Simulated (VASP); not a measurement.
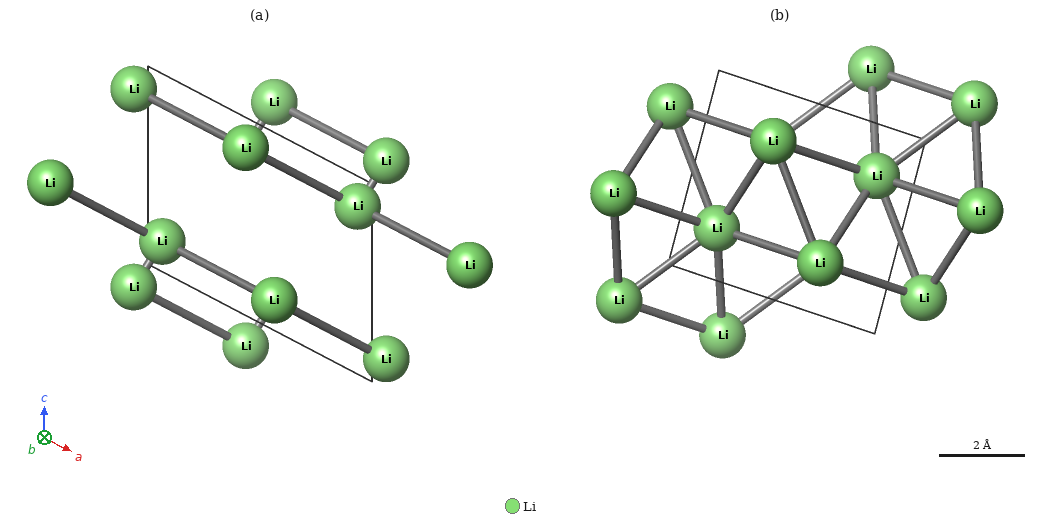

The structure of a crystal of Li (a generated structure, set up in C2/m) before (left) and after (right) a relaxation, at one scale.

A ball-and-stick model of the conventional cell (2 times the calculation's cell), seen along the b axis. Lengths and directions refer to the drawn axes.

The run lets cell and atoms move.

Method: VASP, Kohn-Sham DFT of a periodic cell, PBE, VASP PAW PBE potentials, recommended.

The input:
```
ALGO     = Normal         # electronic algorithm
EDIFF    = 1E-6           # SCF threshold, eV
EDIFFG   = -0.04          # ionic threshold
ENCUT    = 600            # plane-wave cutoff, eV
GGA      = PE             # functional
IBRION   = 2              # ionic algorithm
ISIF     = 3              # what is computed and relaxed
ISMEAR   = 0              # smearing method
LASPH    = T              # aspherical terms in the spheres
LCHARG   = F              # write CHGCAR
LREAL    = F              # projectors in reciprocal space
LWAVE    = F              # write WAVECAR
NELM     = 100            # most SCF steps
NSW      = 90             # ionic steps
PREC     = Accurate       # precision mode
SIGMA    = 0.1            # smearing width, eV
```

Command:
```bash
cat potpaw_PBE.64/Li_sv/POTCAR > POTCAR
mpirun -np 1 vasp_std > vasp.out
```

> Summarise the run.

After 29 geometry steps the energy has fallen by 3.339 eV per cell of the calculation. The largest force component goes from 7.5 to 0.0087 eV/Å. Pressure: 3.42 GPa at the start and 0.00 GPa at the end. The largest moves relative to the cell, 0.71 Å, are those of Li atoms. The volume changes by −17.6 %, with a 5.991 → 5.167 Å (−13.7 %), b 3.802 → 3.183 Å (−16.3 %), c 4.692 → 4.751 Å (+1.3 %), β 117.7° → 93.9°. Near-neighbour distances that change, for instance: Li–Li 1.276 → 2.878 Å, Li–Li 3.690 → 2.994 Å, Li–Li 3.802 → 3.183 Å, Li–Li 3.528 → 2.930 Å. The space group stays C2/m (No. 12). The volume changes by over a tenth within one run on a fixed set of plane waves, so the end point should be relaxed again from the new cell. It ran on 1 thread of Intel(R) Xeon(R) 6975P-C (Granite Rapids), with other jobs on the host.
